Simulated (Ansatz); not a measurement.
Single-point calculation, with input and output: Ga26Sb27 (charge −1) (part 1 of 3)

The run: single-point calculation of Ga26Sb27 (defect cell, 53 atoms in the cell, total charge −1). Method and program: DFT PBE, scalar-relativistic, plane waves, PAW, spin-polarised (Ansatz 0.2.0).

The structure derives from an entry of the Crystallography Open Database.

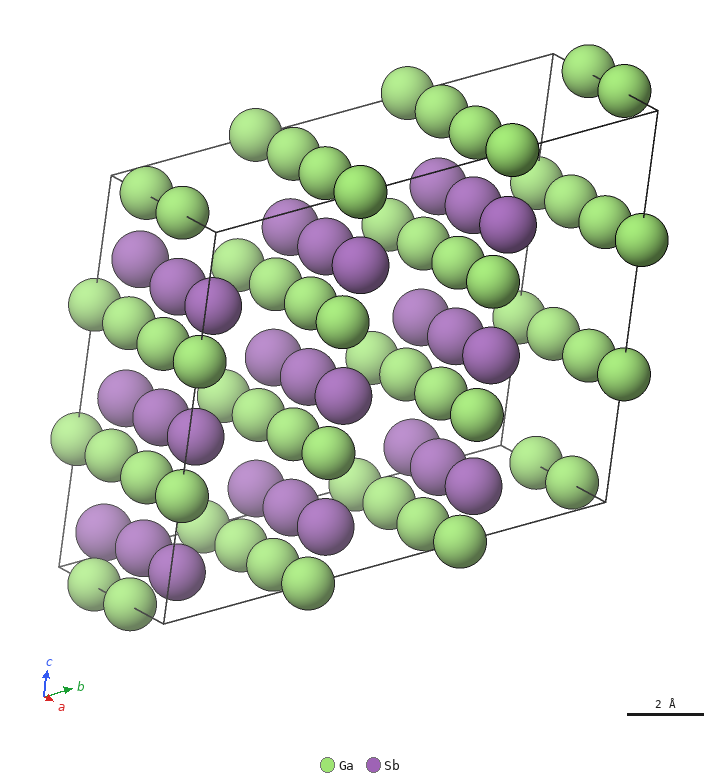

**Figure 1.** The input geometry (spheres-only view of the cell of the calculation, seen slightly off an axis). An atom can appear more than once, as a periodic image.

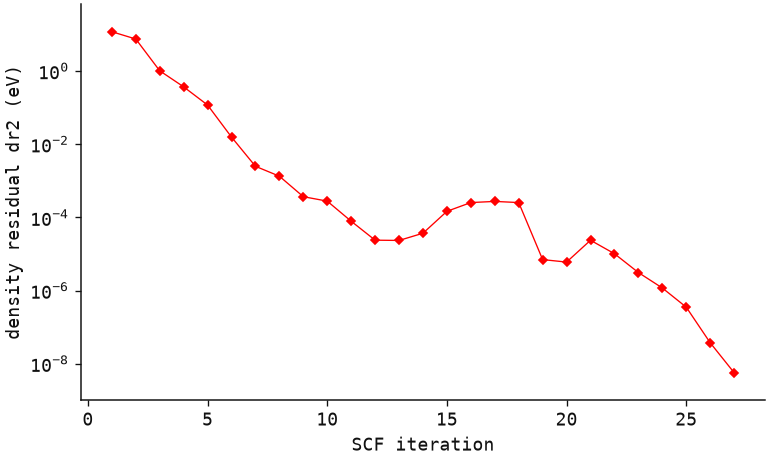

**Figure 2.** Convergence of the self-consistent field: density residual dr2 against the SCF iteration. The residual falls unevenly and jumps up by a factor of two or more 2 times on the way down.

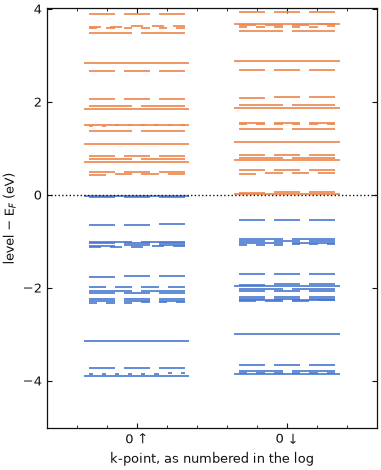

**Figure 3.** Kohn–Sham levels near the Fermi level (dotted) at the few k-points that the log prints; levels within 0.02 eV of each other stand side by side. Among these points the highest filled and lowest empty levels are 0.03 eV apart, which is the gap on the mesh.

The input and output of the run follow.

## Input file
```yaml
crystal:
  lattice:
    - [0.0, 9.177, 9.177]
    - [9.177, 0.0, 9.177]
    - [9.177, 9.177, 0.0]
  atoms:
    - { symbol: Ga, position: [0.0019121931, 0.0024592609, 0.3261487764] }
    - { symbol: Ga, position: [0.0023129518, 0.0017822188, 0.6695516148] }
    - { symbol: Ga, position: [0.0022069235, 0.3260395207, 0.0024755318] }
    - { symbol: Ga, position: [0.0006315378, 0.3332857883, 0.3332075108] }
    - { symbol: Ga, position: [0.0026935416, 0.3249750634, 0.6701966171] }
    - { symbol: Ga, position: [0.0018785867, 0.6699480469, 0.0023416701] }
    - { symbol: Ga, position: [0.0023711252, 0.6695549217, 0.3261641685] }
    - { symbol: Ga, position: [-0.0003817001, 0.6663373608, 0.6667804819] }
    - { symbol: Ga, position: [0.3255527374, 0.002599482, 0.0019022273] }
    - { symbol: Ga, position: [0.3333886066, 0.000491273, 0.332987799] }
    - { symbol: Ga, position: [0.3259894588, 0.0020693618, 0.6695572421] }
    - { symbol: Ga, position: [0.333455204, 0.3335040532, -3.16896e-05] }
    - { symbol: Ga, position: [0.3335767007, 0.3333828508, 0.3332142595] }
    - { symbol: Ga, position: [0.3329788327, 0.3328733815, 0.667067336] }
    - { symbol: Ga, position: [0.3254850188, 0.6700575188, 0.0024717256] }
    - { symbol: Ga, position: [0.3329688266, 0.6673412976, 0.3326463802] }
    - { symbol: Ga, position: [0.3327256268, 0.6673245544, 0.6670012035] }
    - { symbol: Ga, position: [0.6693852597, 0.0022194786, 0.0016036023] }
    - { symbol: Ga, position: [0.6699450053, 0.0020934391, 0.3257963708] }
    - { symbol: Ga, position: [0.6664845884, -0.0007247474, 0.6670656172] }
    - { symbol: Ga, position: [0.6699950033, 0.325595356, 0.0021227382] }
    - { symbol: Ga, position: [0.6676198598, 0.3325036331, 0.3327910177] }
    - { symbol: Ga, position: [0.6674903523, 0.332754824, 0.6670490512] }
    - { symbol: Ga, position: [0.6665800977, 0.6664871473, -0.0003893755] }
    - { symbol: Ga, position: [0.6673915165, 0.6672354622, 0.3326157564] }
    - { symbol: Ga, position: [0.6666072373, 0.666464973, 0.6669889784] }
    - { symbol: Sb, position: [0.0751452935, 0.0755237281, 0.0759186404], spin: 0.08 }
    - { symbol: Sb, position: [0.0831025278, 0.0829492575, 0.4169744256] }
    - { symbol: Sb, position: [0.0755277973, 0.0744912445, 0.7736133174], spin: 0.08 }
    - { symbol: Sb, position: [0.0831475435, 0.4172955625, 0.0828883438] }
    - { symbol: Sb, position: [0.0832702897, 0.4166181192, 0.4175804539] }
    - { symbol: Sb, position: [0.0827163318, 0.4154593307, 0.7509606061] }
    - { symbol: Sb, position: [0.0751810134, 0.7726695805, 0.0760624313], spin: 0.07 }
    - { symbol: Sb, position: [0.0826534173, 0.750741052, 0.4160654795] }
    - { symbol: Sb, position: [0.0824134267, 0.7502160493, 0.7508337932] }
    - { symbol: Sb, position: [0.416621544, 0.0831727999, 0.0826150541] }
    - { symbol: Sb, position: [0.4172361294, 0.083015936, 0.4169283104] }
    - { symbol: Sb, position: [0.4157213352, 0.0825819634, 0.7506270824] }
    - { symbol: Sb, position: [0.4171230439, 0.4172816091, 0.0828693472] }
    - { symbol: Sb, position: [0.4170171181, 0.4168256617, 0.4165828693] }
    - { symbol: Sb, position: [0.4169748257, 0.4167514995, 0.749640295] }
    - { symbol: Sb, position: [0.4157630717, 0.7510149497, 0.0823908712] }
    - { symbol: Sb, position: [0.4168520338, 0.7499883876, 0.416576704] }
    - { symbol: Sb, position: [0.4157961274, 0.7504879669, 0.751033331] }
    - { symbol: Sb, position: [0.7720625683, 0.0751714452, 0.0758513591], spin: 0.08 }
    - { symbol: Sb, position: [0.7504549158, 0.0821937825, 0.4164692133] }
    - { symbol: Sb, position: [0.7507009552, 0.0823944443, 0.7502460986] }
    - { symbol: Sb, position: [0.7506581448, 0.415813492, 0.0825155582] }
    - { symbol: Sb, position: [0.7501349005, 0.4166903474, 0.4165461227] }
    - { symbol: Sb, position: [0.7511215452, 0.4156319409, 0.7507842415] }
    - { symbol: Sb, position: [0.7503872027, 0.7505739355, 0.0823055885] }
    - { symbol: Sb, position: [0.7507303372, 0.7504882868, 0.4162972156] }
    - { symbol: Sb, position: [0.7499191363, 0.7495741924, 0.7500524709] }
magnetization:
  spin_polarized: true
total_charge: -1
basis:
  ecutwfc: 420
  fft_grid_basis: typed
kpoints:
  mp_grid: { grid: [1, 1, 1] }
hamiltonian:
  xc: pbe
  pseudopotentials: { kind: paw }
scf:
  occupations: { method: gaussian, width: 0.05 }
output:
  forces: true
  stress: false
  eigenvalues: true
  bader: true
  write_density: true
  volumetric_format: npy
  populations: true
```

Run as:
```bash
ansatz run input.yaml --threads 8 --pin off --max-ram 16384MiB --backend cpu --events-out ev --progress --plain --runs-dir out
```

## The program's output
```
Engine: ansatz 0.2.0, aarch64-unknown-linux-gnu
Pseudopotentials: kind: paw
Pseudopotential: Ga, paw, valence charge 13, recommended cutoff 420 eV (normal), Ga.paw.azcp
Pseudopotential: Sb, paw, valence charge 15, recommended cutoff 420 eV (normal), Sb.paw.azcp
Functional definition: PBE
  parameter kappa = 0.804
  parameter beta = 0.06672455060314922
  exchange = pbe_x(kappa = kappa, mu = beta*pi^2/3)
  correlation = pbe_c(beta = beta)
Crystal: 53 atoms, lattice volume = 1545.725 Å³
Basis set: ecut = 420 eV, 30395 PW (Γ), exchange–correlation on 180×180×180 points (8 copies of the dense FFT grid, shifted against one another)
Bands: 447, of which v1, the nominal top of the filled ones, is band 372 counted from 1 (371 counted from 0)
Symmetry: 1 space group operations
Space group: P1 (ITA 1), of the structure as read, at distance tolerance 1.2e-4 Å
Magnetic group: BNS 1.1 (UNI 1), of the structure as read, at distance tolerance 1.2e-4 Å
k-points: 1
Non-local potential: Ga, projectors of the file, l = 0: 2, l = 1: 2, l = 2: 3, l = 3: 1
Non-local potential: Sb, projectors of the file, l = 0: 2, l = 1: 2, l = 2: 2, l = 3: 2
PAW form: soft (Blöchl's): semilocal exchange-correlation on the pseudo side does not see the compensation charge
PAW one-centre angular grid: Ga, 590 points (default); XC on 64 Gauss nodes
PAW one-centre angular grid: Sb, 590 points (default); XC on 64 Gauss nodes
Initial density: superposition of atomic densities (chi_scale 0.1, normalization cell)
Starting moments: Σ|m| = 0.31 μB on 4 of 53 sites
Initial wavefunctions: pseudopotential atomic-orbital guess
Functional: x = pbe(κ = 0.804, μ = 0.2195149727645171), c = pbe(β = 0.06672455060314922)
iter 1 solved again at ethr=1.59e-3 eV; its pass at ethr=3.10e-3 eV (dr2=1.19e1 eV) is discarded
```
